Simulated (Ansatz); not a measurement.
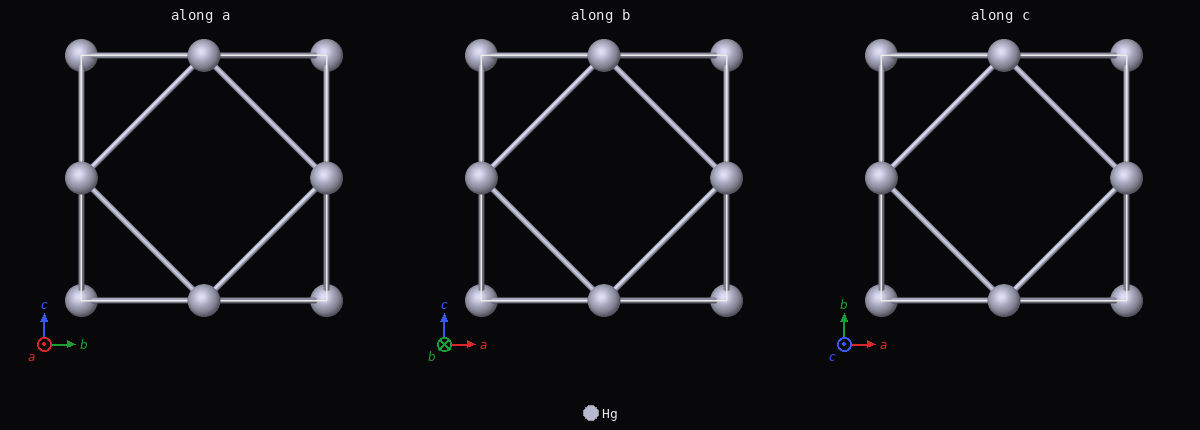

The image is a ball-and-stick drawing of a crystal, viewed along the a axis, along the b axis and along the c axis. The outline marks the conventional unit cell.

Lattice parameters: a = 4.7069 Å, b = 4.7069 Å, c = 4.7069 Å, α = 90.000°, β = 90.000°, γ = 90.000°.

Q: Give the structure in the form of a CIF with its space group and independent sites.

A:
```cif
data_structure
_symmetry_space_group_name_H-M 'P m -3 m'
_symmetry_Int_Tables_number 221
_cell_length_a 4.7069
_cell_length_b 4.7069
_cell_length_c 4.7069
_cell_angle_alpha 90.000
_cell_angle_beta 90.000
_cell_angle_gamma 90.000
_cell_volume 104.28
loop_
_atom_site_label
_atom_site_type_symbol
_atom_site_symmetry_multiplicity
_atom_site_Wyckoff_symbol
_atom_site_fract_x
_atom_site_fract_y
_atom_site_fract_z
_atom_site_occupancy
Hg1 Hg 3 d 0.5000 0.0000 0.0000 1
```

Provenance: a random cell made by a generator, so it need not be a real form of the element. Earlier steps of the study may have refined or changed the cell and positions. It was set up as input for a calculation with Ansatz.
